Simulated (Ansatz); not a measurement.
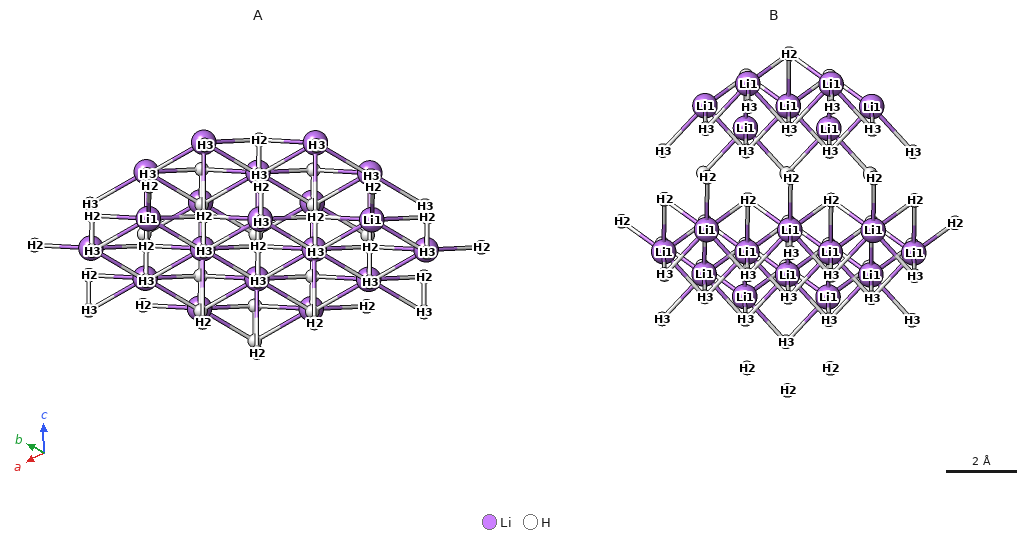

Two geometries of a crystal of LiH$_{2}$ (built on the 3R molybdenite_160 type) (coarse preliminary run), drawn at one scale. One is the start of a relaxation, the other its converged end. A ball-and-stick model of the atoms within 5.0 Å of the atom that moves most (axes of the conventional cell (3 times the calculation's cell)), seen from a free direction. Lengths and directions refer to the drawn axes.

Computed with DFT PBE, scalar-relativistic, plane waves, PAW in Ansatz 0.2.0. Settings: plane-wave cutoff 420 eV; k-point mesh 12 × 12 × 12; occupations gaussian; smearing width 0.1 eV; no spin polarisation; cell and atoms relaxed; force threshold 0.04 eV/Å; at most 70 steps.

Question: Which one is relaxed?

Answer: Structure A is the relaxed one. Case: 3R molybdenite type (R3m, No. 160). The largest move relative to the cell is that of H2, 0.16 Å along −c. By element the largest moves are H 0.16 Å, Li 0.10 Å. Cell: a = b 2.382 → 3.193 Å (+34.0 %), c 13.833 → 7.792 Å (−43.7 %). Volume +1.2 %. Among the contacts that change: Li1–H2 3.480 → 2.215 Å, H2–H3 2.262 → 1.058 Å, Li1–Li1 2.382 → 3.193 Å, Li1–H3 1.780 → 1.963 Å. Among the angles between lasting bonds that change: H2–Li1–H2 84.0° → 116.0°, Li1–H2–Li1 84.0° → 116.0°, H3–Li1–H3 84.0° → 108.8°. The space group stays R3m (No. 160). The energy falls by 286 meV per atom in 16 accepted moves (18 points after the start). The largest force component goes from 0.42 to 0.0048 eV/Å. Pressure: 4.82 GPa at the start and 0.00 GPa at the end. At 2 points the geometry stayed and the basis and grid were re-selected for the new cell (energy shift of 16.3 meV per atom at most each time).
